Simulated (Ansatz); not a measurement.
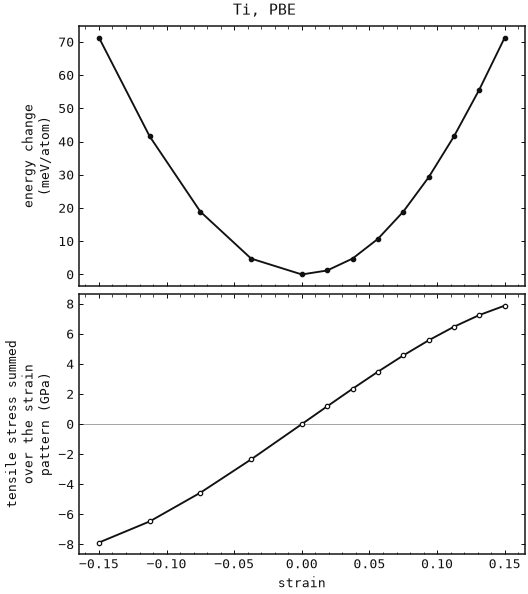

Computed with Ansatz 0.2.0: homogeneous strain of a crystal along one Voigt pattern with engineering shear, fractional coordinates fixed, by plane-wave density functional theory with PAW datasets, free energies less that of the undisturbed cell; scalar-relativistic. Level: PBE, no spin polarisation.

wave cutoff 420 eV; k mesh 20×20×20; occupations Gaussian; smearing width 0.15 eV; k shift (0, 0, 0) (mesh steps); start as given; strain pattern (0, 0, 0, 1, 0, 0) (xx yy zz yz xz xy with engineering shear).

The given structure:
```yaml
crystal:
  lattice:
    - [0.00000, 2.03000, 2.03000]
    - [2.03000, 0.00000, 2.03000]
    - [2.03000, 2.03000, 0.00000]
  atoms:
    - { symbol: Ti, position: [0.00000, 0.00000, 0.00000] }
```

**Figure.** Energy change and tensile stress summed over the strain pattern against strain for Ti, space group Fm-3m (No. 225).

The points at strain −0.1125, −0.0375, 0.075 and 0.15 follow from computed ones by symmetry.

The energy rises on both sides of the starting structure, which is therefore a minimum along this path. The energy change is 71.30 meV/atom at strain −0.1500 and 71.30 meV/atom at 0.1500; the lowest computed point is at strain 0.0000 (0.00 meV/atom). The tensile stress summed over the strain pattern rises from −7.9 GPa at strain −0.1500 to 7.9 GPa at 0.1500, and changes sign near 0.000. The slope of stress against strain at the start, which at zero pressure is the clamped-ion constant C44, is 63.6 GPa. The second derivative of tensile stress is 0 GPa.

Note: reference crystal is not relaxed.
